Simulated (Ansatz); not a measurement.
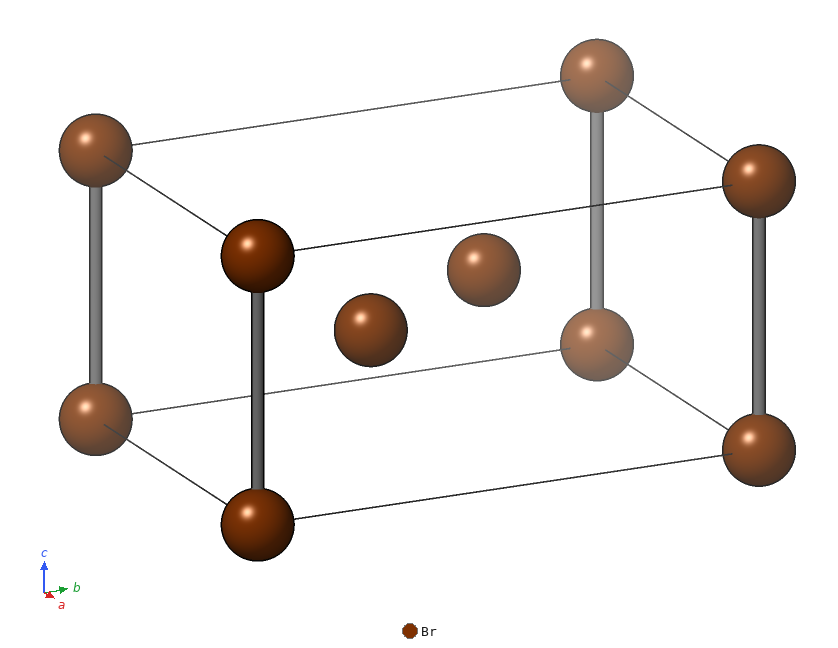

Drawn in the ball-and-stick manner and seen slightly off an axis. The conventional unit cell is outlined; an atom on or near a face, edge or corner is repeated at each equivalent position.

Bonds shown: Br–Br up to 2.78 Å (cut-off distances).

How many atoms does the box hold, once sharing is allowed for?

3 (bromine), counting shared atoms by their share.

State the lattice type.

Primitive hexagonal.

Identify the space group.

P6/mmm (No. 191), with Br on 1a and Br on 2d.

What extended units do the bonds make?

The bonds build Br chains along [001].

Starting structure: a textbook structure type filled with this element (whether it is the usual form wasn't checked). It is drawn as it came out of a relaxation with DFT r2SCAN, scalar-relativistic, plane waves, PAW (Ansatz 0.2.0).
